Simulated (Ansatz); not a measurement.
Geometry relaxation, with input and output: Ta

System: Ta (P4/mmm, 1 atom in the cell).
Method: DFT PBE, scalar-relativistic, plane waves, PAW, no spin polarisation (Ansatz 0.2.0).

The structure was made by a generator, so it may or may not be a known phase.

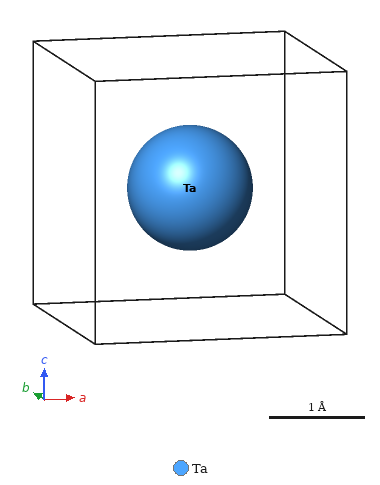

Fig. 1: The input geometry (ball-and-stick view of the cell of the calculation, seen slightly off an axis). An atom can appear more than once, as a periodic image. Near neighbours in the periodic cell (some may lie outside the picture): Ta has 6 Ta at 2.73 to 2.80 Å.

### Input
```yaml
crystal:
  lattice:
    - [2.7280886372, 0.0, 0.0]
    - [0.0, 2.7280886372, 0.0]
    - [0.0, 0.0, 2.8034947116]
  atoms:
    - { symbol: Ta, position: [0.5, 0.5, 0.5] }
basis:
  ecutwfc: 420
kpoints:
  mp_grid: { grid: [6, 6, 6] }
hamiltonian:
  xc: pbe
scf:
  occupations: { method: gaussian, width: 0.1 }
  lower_state_search: "off"
output:
  forces: true
  stress: true
  eigenvalues: true
relax:
  adjacent_minimum: "off"
  f_tol: 0.04
  max_steps: 70
  cell: { stress_tol: 0.4 }
```

Run as:
```bash
ansatz run input.yaml --threads 1 --pin off --max-ram 2560MiB --backend cpu --events-out ev --progress --plain --runs-dir out
```

### The program's output
```
Engine: ansatz 0.2.0, x86_64-unknown-linux-gnu
Pseudopotentials: kind: paw
Pseudopotential: Ta, paw, valence charge 13, recommended cutoff 420 eV (normal), Ta.paw.azcp
Functional definition: PBE
  parameter kappa = 0.804
  parameter beta = 0.06672455060314922
  exchange = pbe_x(kappa = kappa, mu = beta*pi^2/3)
  correlation = pbe_c(beta = beta)
Crystal: 1 atoms, lattice volume = 20.865 Å³
Basis set: ecut = 420 eV, 405 PW (Γ), exchange–correlation on 40×40×40 points (8 copies of the dense FFT grid, shifted against one another)
Bands: 11, of which v1, the nominal top of the filled ones, is band 7 counted from 1 (6 counted from 0)
Symmetry: 16 space group operations
Space group: P4/mmm (ITA 123), of the structure as read, at distance tolerance 2.8e-5 Å
k-points: 40 of 216
Non-local potential: Ta, projectors of the file, l = 0: 3, l = 1: 2, l = 2: 2, l = 3: 1
PAW form: soft (Blöchl's): semilocal exchange-correlation on the pseudo side does not see the compensation charge
PAW one-centre angular grid: Ta, 590 points (default); XC on 64 Gauss nodes
Initial density: superposition of atomic densities (neutral atoms: chi_scale 0, normalization atom), corrected by the library's trained network
Initial wavefunctions: pseudopotential atomic-orbital guess
Functional: x = pbe(κ = 0.804, μ = 0.2195149727645171), c = pbe(β = 0.06672455060314922)
SCF iter   1: F=—  HF=-9931.137058 eV  |F-HF|=—  |Δ(HF+E_count)|=         —  Δρ=9.13e-3  dr2=1.17e-2  ethr=1.77e-3  ⟨swp⟩=5.0  Hψ=2502  notcnv=0
preconditioner: auto → none  [metal: Δε(μ)=0.057 eV  Ē_g=7.160 eV  σ=0.100 eV  W_gap=0.30  n_scr=6 (ndim 8)  ℏωp=18.2 eV  f_vac=0.000  D(μ)=1.87/eV (n_scr^D=26)  sad-step TF]
SCF iter   2: F=—  HF=-9931.134858 eV  |F-HF|=—  |Δ(HF+E_count)|=   2.20e-3  Δρ=5.33e-3  dr2=4.35e-3  ethr=8.98e-5  ⟨swp⟩=1.0  Hψ=760  notcnv=0
SCF iter   3: F=—  HF=-9931.133843 eV  |F-HF|=—  |Δ(HF+E_count)|=   1.02e-3  Δρ=3.83e-4  dr2=2.60e-5  ethr=3.35e-5  ⟨swp⟩=1.9  Hψ=499  notcnv=0
SCF iter   4: F=—  HF=-9931.133842 eV  |F-HF|=—  |Δ(HF+E_count)|=   1.65e-6  Δρ=1.03e-4  dr2=1.90e-6  ethr=2.00e-7  ⟨swp⟩=2.0  Hψ=523  notcnv=0
iter 5 did not close the SCF: its close was put off for the readings that it lacked (scf_convergence_deferred on its scf_iter line)
SCF iter   5: F=-9931.133841 eV  HF=-9931.133841 eV  |F-HF|=2.44e-8  |Δ(HF+E_count)|=   6.34e-7  Δρ=2.00e-5  dr2=4.91e-8  ethr=1.46e-8  ⟨swp⟩=2.1  Hψ=551  notcnv=0
SCF iter   6: F=-9931.133841 eV  HF=-9931.133841 eV  |F-HF|=1.20e-9  |Δ(HF+E_count)|=   1.58e-8  Δρ=6.60e-6  dr2=4.20e-9  ethr=3.77e-10  ⟨swp⟩=3.4  Hψ=1581  notcnv=0
SCF 1 converged in 6 iterations: F = -9931.133841 eV  dr2 = 4.20e-9
  greatest PAW one-centre occupation: 1.000 electrons in one spin orbital (limit 2), on the Ta atom at site 0 (counted from 0), in its partial waves of l = 0
relax step   1: F+E_penalty+E_count = -9931.13384094 eV  Δ(F+E_penalty+E_count) = +0.000e0 eV  max|allowed force component| = 0.000e0 eV/Å  Δτ_max = 0.0000 Å  P = +0.069 GPa  Ω = 20.865 Å³  (6 SCF iters, dr2 threshold 1.00e-7 eV, accepted)
Crystal: 1 atoms, lattice volume = 20.740 Å³
Basis set: ecut = 420 eV, 421 PW (Γ), exchange–correlation on 40×40×40 points (8 copies of the dense FFT grid, shifted against one another)
Initial density: handed on by an earlier stage of this run
Initial wavefunctions: those handed on with the density
iter 1 solved again at ethr=6.04e-5 eV; its pass at ethr=3.10e-3 eV (dr2=7.85e-3 eV) is discarded
SCF iter   1: F=—  HF=-9931.140982 eV  |F-HF|=—  |Δ(HF+E_count)|=         —  Δρ=6.63e-3  dr2=8.16e-3  ethr=6.04e-5  ⟨swp⟩=1.0  Hψ=3164  notcnv=0
preconditioner: auto → none  [metal: Δε(μ)=0.043 eV  Ē_g=7.213 eV  σ=0.100 eV  W_gap=0.24  n_scr=6 (ndim 8)  ℏωp=18.2 eV  f_vac=0.000  D(μ)=1.59/eV (n_scr^D=18)]
SCF iter   2: F=—  HF=-9931.138520 eV  |F-HF|=—  |Δ(HF+E_count)|=   2.46e-3  Δρ=2.46e-3  dr2=5.98e-4  ethr=6.04e-5  ⟨swp⟩=1.3  Hψ=477  notcnv=0
SCF iter   3: F=—  HF=-9931.138508 eV  |F-HF|=—  |Δ(HF+E_count)|=   1.21e-5  Δρ=6.33e-4  dr2=2.35e-5  ethr=4.60e-6  ⟨swp⟩=2.0  Hψ=548  notcnv=0
SCF iter   4: F=—  HF=-9931.138526 eV  |F-HF|=—  |Δ(HF+E_count)|=   1.73e-5  Δρ=8.36e-5  dr2=1.23e-6  ethr=1.81e-7  ⟨swp⟩=2.8  Hψ=657  notcnv=0
SCF iter   5: F=-9931.138525 eV  HF=-9931.138525 eV  |F-HF|=6.88e-9  |Δ(HF+E_count)|=   1.93e-7  Δρ=1.63e-5  dr2=1.84e-8  ethr=7.69e-10  ⟨swp⟩=6.1  Hψ=2184  notcnv=0
SCF 2 converged in 5 iterations: F = -9931.138525 eV  dr2 = 1.84e-8
relax step   2: F+E_penalty+E_count = -9931.13852532 eV  Δ(F+E_penalty+E_count) = -4.684e-3 eV  max|allowed force component| = 0.000e0 eV/Å  Δτ_max = 0.0000 Å  P = +0.901 GPa  Ω = 20.740 Å³  energy of the carried Pulay correction = +4.021e-5 eV  (5 SCF iters, dr2 threshold 1.00e-7 eV, accepted)
Crystal: 1 atoms, lattice volume = 21.024 Å³
Basis set: ecut = 420 eV, 437 PW (Γ), exchange–correlation on 40×40×40 points (8 copies of the dense FFT grid, shifted against one another)
iter 1 solved again at ethr=5.29e-6 eV; its pass at ethr=3.10e-3 eV (dr2=6.88e-4 eV) is discarded
SCF iter   1: F=—  HF=-9931.139709 eV  |F-HF|=—  |Δ(HF+E_count)|=         —  Δρ=2.02e-3  dr2=7.49e-4  ethr=5.29e-6  ⟨swp⟩=1.7  Hψ=3044  notcnv=0
preconditioner: auto → none  [metal: Δε(μ)=0.030 eV  Ē_g=7.117 eV  σ=0.100 eV  W_gap=0.17  n_scr=6 (ndim 8)  ℏωp=18.1 eV  f_vac=0.000  D(μ)=1.80/eV (n_scr^D=18)]
SCF iter   2: F=—  HF=-9931.139519 eV  |F-HF|=—  |Δ(HF+E_count)|=   1.90e-4  Δρ=7.53e-4  dr2=4.60e-5  ethr=5.29e-6  ⟨swp⟩=2.1  Hψ=522  notcnv=0
SCF iter   3: F=—  HF=-9931.139527 eV  |F-HF|=—  |Δ(HF+E_count)|=   8.41e-6  Δρ=2.36e-4  dr2=3.75e-6  ethr=3.54e-7  ⟨swp⟩=1.1  Hψ=452  notcnv=0
SCF iter   4: F=-9931.139529 eV  HF=-9931.139529 eV  |F-HF|=2.36e-8  |Δ(HF+E_count)|=   1.55e-6  Δρ=2.06e-5  dr2=7.01e-8  ethr=7.69e-10  ⟨swp⟩=3.8  Hψ=1905  notcnv=0
SCF 3 converged in 4 iterations: F = -9931.139529 eV  dr2 = 7.01e-8
relax step   3: F+E_penalty+E_count = -9931.13952883 eV  Δ(F+E_penalty+E_count) = -1.004e-3 eV  max|allowed force component| = 0.000e0 eV/Å  Δτ_max = 0.0000 Å  P = -1.168 GPa  Ω = 21.024 Å³  energy of the carried Pulay correction = -4.017e-5 eV  (4 SCF iters, dr2 threshold 1.00e-7 eV, accepted)
Crystal: 1 atoms, lattice volume = 20.875 Å³
iter 1 solved again at ethr=2.90e-7 eV; its pass at ethr=3.10e-3 eV (dr2=3.77e-5 eV) is discarded
SCF iter   1: F=—  HF=-9931.140329 eV  |F-HF|=—  |Δ(HF+E_count)|=         —  Δρ=5.42e-4  dr2=4.96e-5  ethr=2.90e-7  ⟨swp⟩=3.0  Hψ=3238  notcnv=0
preconditioner: auto → none  [metal: Δε(μ)=0.067 eV  Ē_g=7.169 eV  σ=0.100 eV  W_gap=0.34  n_scr=6 (ndim 8)  ℏωp=18.2 eV  f_vac=0.000  D(μ)=1.89/eV (n_scr^D=26)]
SCF iter   2: F=—  HF=-9931.140323 eV  |F-HF|=—  |Δ(HF+E_count)|=   6.54e-6  Δρ=2.14e-4  dr2=3.50e-6  ethr=2.90e-7  ⟨swp⟩=2.2  Hψ=546  notcnv=0
SCF iter   3: F=—  HF=-9931.140324 eV  |F-HF|=—  |Δ(HF+E_count)|=   9.57e-7  Δρ=6.48e-5  dr2=2.70e-7  ethr=2.69e-8  ⟨swp⟩=1.2  Hψ=464  notcnv=0
SCF iter   4: F=-9931.140324 eV  HF=-9931.140324 eV  |F-HF|=2.40e-10  |Δ(HF+E_count)|=   1.91e-7  Δρ=4.70e-6  dr2=2.93e-9  ethr=7.69e-10  ⟨swp⟩=5.0  Hψ=1857  notcnv=0
SCF 4 converged in 4 iterations: F = -9931.140324 eV  dr2 = 2.93e-9
relax step   4: F+E_penalty+E_count = -9931.14032408 eV  Δ(F+E_penalty+E_count) = -7.953e-4 eV  max|allowed force component| = 0.000e0 eV/Å  Δτ_max = 0.0000 Å  P = -0.128 GPa  Ω = 20.875 Å³  energy of the carried Pulay correction = +8.545e-7 eV  (4 SCF iters, dr2 threshold 1.00e-7 eV, accepted)
Initial wavefunctions: pseudopotential atomic-orbital guess (no wavefunctions were taken with the density)
iter 1 solved again at ethr=5.08e-8 eV; its pass at ethr=3.10e-3 eV (dr2=6.61e-6 eV) is discarded
SCF iter   1: F=—  HF=-9931.140328 eV  |F-HF|=—  |Δ(HF+E_count)|=         —  Δρ=1.67e-4  dr2=1.47e-7  ethr=5.08e-8  ⟨swp⟩=3.0  Hψ=3707  notcnv=0
preconditioner: auto → none  [metal: Δε(μ)=0.070 eV  Ē_g=7.170 eV  σ=0.100 eV  W_gap=0.36  n_scr=6 (ndim 8)  ℏωp=18.2 eV  f_vac=0.000  D(μ)=1.89/eV (n_scr^D=26)]
SCF iter   2: F=—  HF=-9931.140343 eV  |F-HF|=—  |Δ(HF+E_count)|=   1.44e-5  Δρ=8.34e-5  dr2=3.57e-8  ethr=1.13e-9  ⟨swp⟩=1.2  Hψ=469  notcnv=0
SCF iter   3: F=-9931.140347 eV  HF=-9931.140347 eV  |F-HF|=7.39e-10  |Δ(HF+E_count)|=   4.41e-6  Δρ=1.29e-6  dr2=1.05e-10  ethr=4.92e-12  ⟨swp⟩=4.6  Hψ=1956  notcnv=0
SCF 5 converged in 3 iterations: F = -9931.140347 eV  dr2 = 1.05e-10
relax step   5: F+E_penalty+E_count = -9931.14034701 eV  Δ(F+E_penalty+E_count) = -2.293e-5 eV  max|allowed force component| = 0.000e0 eV/Å  Δτ_max = 0.0000 Å  P = -0.127 GPa  Ω = 20.875 Å³  stress off target by 2.60e-1 GPa  SCF on the basis re-selected at this cell (its energy is not comparable with the rows above)  (3 SCF iters)
```

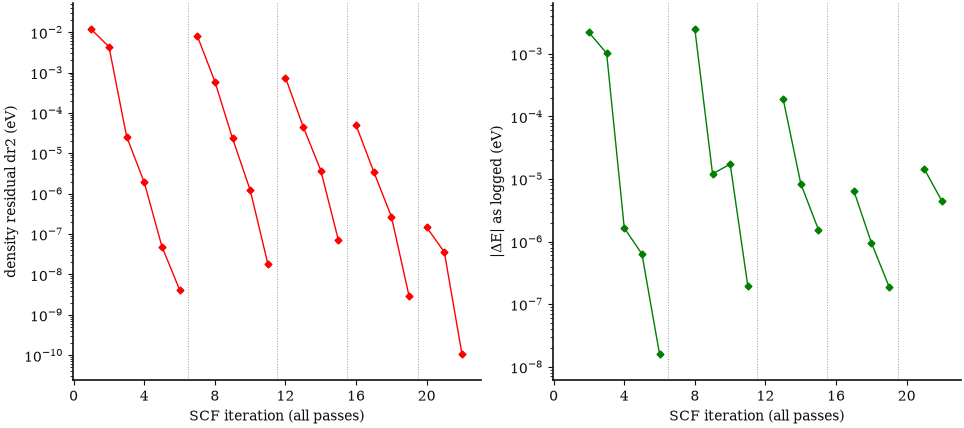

Fig. 2: Convergence of the self-consistent field: density residual dr2 and size of the energy change against the SCF iteration. The dotted lines part the SCF passes of the relaxation: geometry steps, rejected trials and re-solves on a re-selected basis. The 5 passes take 3 to 6 iterations each, 22 in all.

```
basis re-selected at this cell: Δ(F+E_penalty+E_count) = -2.293e-5 eV, ΔP = +0.000 GPa vs the last step (what re-selecting the basis moved, of the pressure what is left beyond the Pulay correction that the steps carried, after the strain that the cell walked since its last selection, with what the two solves' SCF thresholds leave and, on support functions, any second-order correction that the steps lacked; it is no measure of the basis error at this ecutwfc). This SCF's stress stands 2.60e-1 GPa from its target on what of the cell is left free (relax.cell.stress_tol is 4.00e-1 GPa) and its largest allowed force component is 0.00e0 eV/Å (relax.f_tol is 4.00e-2 eV/Å): within both
SCF converged after 3 iterations
Free energy (F): -9931.140347 eV
Harris-Foulkes:  -9931.140347 eV  (|F-HF|=7.39e-10)
Internal energy: -9931.130915 eV  (E = F + TS)
E sigma→0 (E₀):  -9931.135631 eV
Entropy (-TS):   -0.009432 eV (-9.432 meV/atom)
Fermi energy:    15.568850 eV
--- Per-component energies (eV) ---
  E_band       = -142.737432
  E_kinetic    = 364.240051
  E_local      = -679.515159  (includes V_loc(G=0)·N_el)
  E_nonlocal   = 15.924285
  E_hartree    = 235.932358
  E_xc         = -217.324615
  E_vxc        = -202.571146  (∫ρ·V_xc dr)
  E_paw        = -8396.570215  (= ΣΔE_a)
  E_vpaw       = -112.680380  (= ΣTr[D̂ρ^β])
  E_aug_tail   = 0.000165  (compensation charges beyond the density's cutoff)
  E_ewald      = -1253.817784
  E_smearing   = -0.009432  (= −TS)
  E_closure    = -0.000000  (closes the sum)
  Σ components = -9931.140347   (vs F -9931.140347, Δ=0.00e0)
--- Forces (eV/Å), atoms counted from 1 ---
  atom   1  Ta    -0.00000000     0.00000000     0.00000000
  max |Σ_I F_I| component: 3.16e-30 eV/Å
--- Stress (GPa, compression-positive) ---
       -0.260384       0.000000       0.000000
        0.000000      -0.260384       0.000000
        0.000000       0.000000       0.139003
  P = ⅓ Tr σ = -0.1273 GPa (-1.273 kbar)
--- Band table (eV; the first three rows and the last of 40) ---
  k-point 0: bands = ["-51.6307", "-17.6281", "-17.6281", "-17.6070", "8.5383", "13.2174", "13.2334", "21.7803", "21.8363", "21.8363", "29.8676"]
  k-point 1: bands = ["-51.6096", "-17.9186", "-17.6017", "-17.6017", "9.3121", "13.4531", "14.0334", "20.5721", "20.5721", "21.8787", "27.1433"]
  k-point 2: bands = ["-51.5671", "-18.5046", "-17.5486", "-17.5486", "10.9702", "13.9366", "15.5600", "18.8015", "18.8015", "22.0819", "24.9731"]
  k-point 39: bands = ["-51.3915", "-18.4869", "-18.4521", "-18.4521", "13.4922", "13.4922", "13.5624", "23.2277", "24.5259", "24.6123", "26.9287"]
--- Relaxed structure (4 steps of the walk, 4 accepted, 1 SCFs on fresh bases) ---
  F+E_penalty+E_count = -9931.14034701 eV   max|allowed force component| = 0.000e0 eV/Å   (the final SCF, on the basis selected at the relaxed cell)
  cell:  # Å, volume = 20.8749 Å³
    - [2.758194885885856, 1.0735342983012239e-34, 0.0]
    - [1.0735342983012239e-34, 2.758194885885856, 0.0]
    - [0.0, 0.0, 2.743943341462869]
  atoms:
    - { symbol: Ta, position: [0.5, 0.5, 0.49999999999999994] }
```

### Trajectory as extended XYZ (Å, eV, eV/Å), 5 frames, from step=1 to step=5
```
1
Lattice="2.7281 0.0000 0.0000 0.0000 2.7281 0.0000 0.0000 0.0000 2.8035" Properties=species:S:1:pos:R:3:forces:R:3 step=1 energy=-9931.13384 pressure_GPa=0.07
Ta    1.3640    1.3640    1.4017    0.0000   0.0000   0.0000
1
Lattice="2.7659 0.0000 0.0000 0.0000 2.7659 0.0000 0.0000 0.0000 2.7110" Properties=species:S:1:pos:R:3:forces:R:3 step=2 energy=-9931.13853 pressure_GPa=0.90
Ta    1.3830    1.3830    1.3555    0.0000   0.0000   0.0000
1
Lattice="2.7677 0.0000 0.0000 0.0000 2.7677 0.0000 0.0000 0.0000 2.7445" Properties=species:S:1:pos:R:3:forces:R:3 step=3 energy=-9931.13953 pressure_GPa=-1.17
Ta    1.3839    1.3839    1.3722    0.0000   0.0000   0.0000
1
Lattice="2.7582 0.0000 0.0000 0.0000 2.7582 0.0000 0.0000 0.0000 2.7439" Properties=species:S:1:pos:R:3:forces:R:3 step=4 energy=-9931.14032 pressure_GPa=-0.13
Ta    1.3791    1.3791    1.3720    0.0000   0.0000   0.0000
1
Lattice="2.7582 0.0000 0.0000 0.0000 2.7582 0.0000 0.0000 0.0000 2.7439" Properties=species:S:1:pos:R:3:forces:R:3 step=5 energy=-9931.14035 pressure_GPa=-0.13
Ta    1.3791    1.3791    1.3720    0.0000   0.0000   0.0000
```

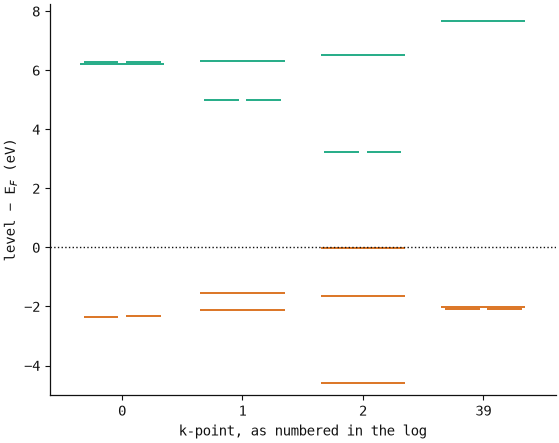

Fig. 3: Kohn–Sham levels near the Fermi level (dotted) at the few k-points that the log prints; levels within 0.02 eV of each other stand side by side. The system is metallic on the full mesh.

### Results in brief

- outcome: converged
- space group (tolerance 0.01 Å): P4/mmm (123)
- electrons treated: 13
- free energy: −9931.1403 eV
- Fermi energy: 15.569 eV
- gap on the k-point mesh: none (metallic)
- pressure: −0.13 GPa
- final volume: 20.87 Å³
- largest force (length of the vector) at the end: under 0.001 eV/Å
- final cell: a = 2.758 Å, b = 2.758 Å, c = 2.744 Å, α = 90.00°, β = 90.00°, γ = 90.00°
- hardware: 1 thread of Intel Xeon @ 2.70GHz, 189 GiB of memory available, shared host
- wall time: 3.1 s
- peak memory: 0.3 GiB

Spin–orbit coupling is left out, which matters for Ta.
